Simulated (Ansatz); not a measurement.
# Li(211) (Im-3m bulk, 8 atomic planes (those closer than 0.6 Å count as one), 10 Å): simulated STM

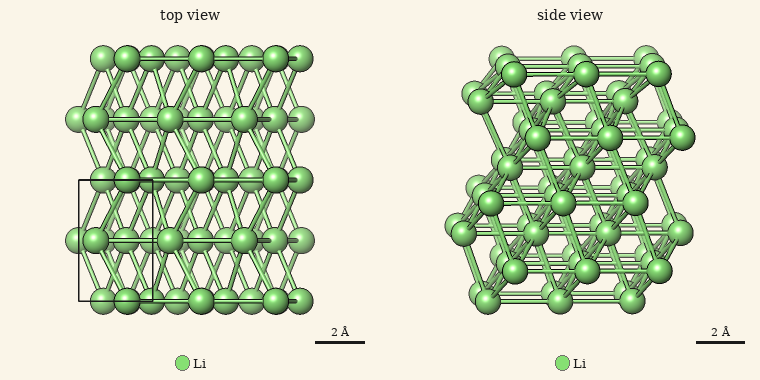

The relaxed structure from above and from the side.

Theory: DFT PBE, scalar-relativistic, plane waves, PAW in Ansatz 0.2.0. Cutoff 420 eV, 35 × 22 k-points, Gaussian smearing 0.1 eV, dipole correction. The slab is a cut without reconstruction beyond its cell, at the source's lattice constants, with its lower half held fixed and the rest relaxed. No spin polarisation. The run warns that the functional's potential is rough in the thin density of the vacuum, where the tip is; weak contrasts and barriers may feel it.

Tersoff–Hamann simulation (s-wave tip); biases are sample biases. Bias windows are sharp sums over the levels of the k mesh.

```
Li
1.0
     3.03109    0.00000    0.00000
     0.00000    4.94975    0.00000
     0.00000    0.00000   27.00208
Li
8
Direct
  0.33333 0.50000 0.31479
  0.66667 0.00000 0.36771
  0.00000 0.50000 0.42062
  0.33333 0.00000 0.47354
  0.64074 0.50000 0.52288
  0.98160 0.00000 0.57483
  0.23295 0.50000 0.62588
  0.65322 0.00000 0.67408
```

Part 1: Approach curves

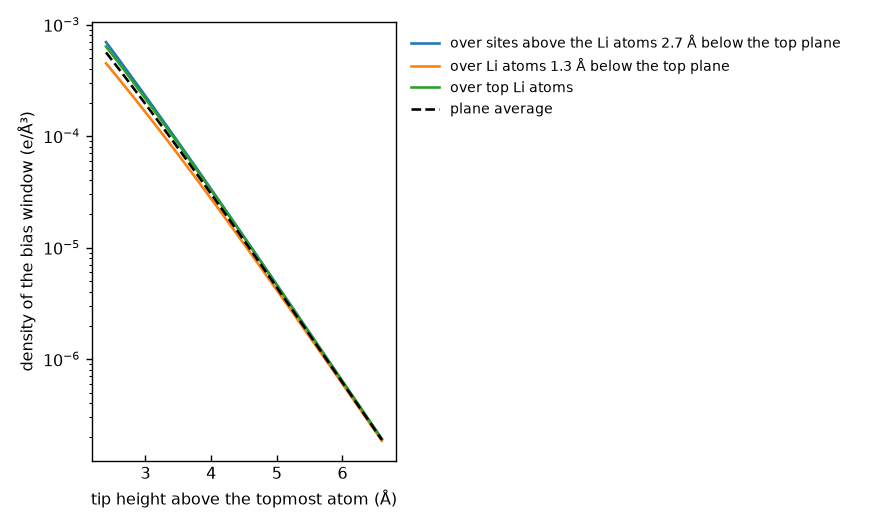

Approach curves over this surface at a sample bias of −0.50 V.

> How fast does the current decay, and what apparent barrier height does that imply?

Near 4 Å the plane average falls as exp(−1.90 z/Å), a factor of 6.7 per ångström, which gives an apparent barrier of 3.4 eV (0.952 eV Å² times the slope squared). The vacuum level lies 2.94 eV above zero bias. The apparent barrier is above 2.94 eV. At 4 Å the 0.25 eV of states nearest the highest filled state carry 59 % of the density.

Part 2: Barrier map

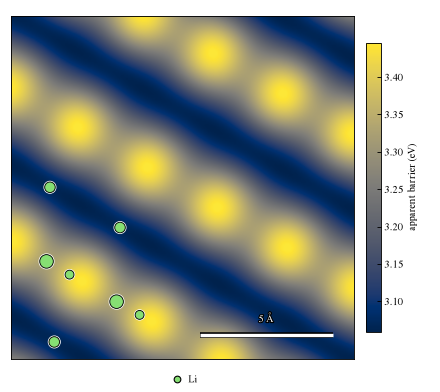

Map of the apparent barrier height, 0.952 eV Å² × (d ln I/dz)², 3.8 Å above this surface at −0.25 V; lighter colours are higher.

> Where is the apparent barrier highest and lowest, and over what range?

It is highest, 3.4 eV, over the sites above the Li atoms 2.7 Å below the top plane, and lowest, 3.1 eV, over bridge points of the top Li atoms (with a hidden Li atom 4.1 Å below the top plane) and the Li atoms 1.3 Å below the top plane. The vacuum level lies 2.94 eV above zero bias.

Part 3: Bias series

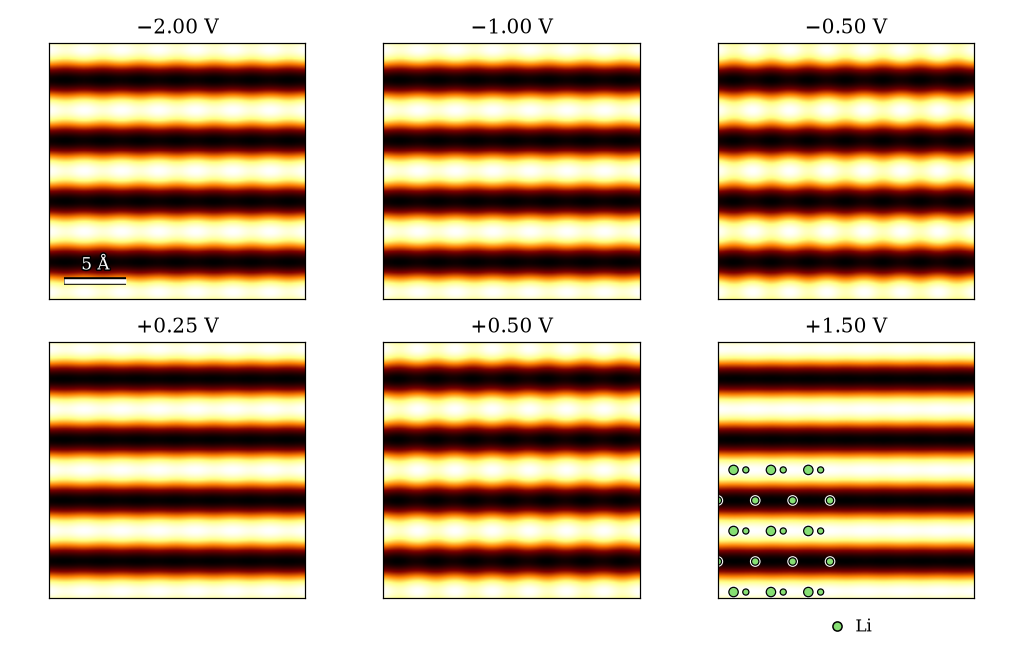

Constant-height images of this surface at 6 sample biases, each on its own colour scale; the last has the atoms seen from above drawn over one corner (deeper ones smaller).

> How do the images change with bias?

```tsv
bias	height (Å)	bright/dark	brightest over
−2.00 V	4.5	1.2	sites above the Li atoms 2.7 Å below the top plane
−1.00 V	4.5	1.2	sites above the Li atoms 2.7 Å below the top plane
−0.50 V	4.5	1.2	sites above the Li atoms 2.7 Å below the top plane
+0.25 V	4.5	1.1	sites above the Li atoms 2.7 Å below the top plane and top Li atoms
+0.50 V	4.5	1.1	sites above the Li atoms 2.7 Å below the top plane
+1.50 V	4.5	1.7	points 1.4 Å to the side of the top Li atoms and top Li atoms
```

The slab has states at the Fermi level, so this model gives a current down to small biases. Its work function (top face) is 2.94 eV.

The weakest contrasts here depend on the k mesh and on the tip.
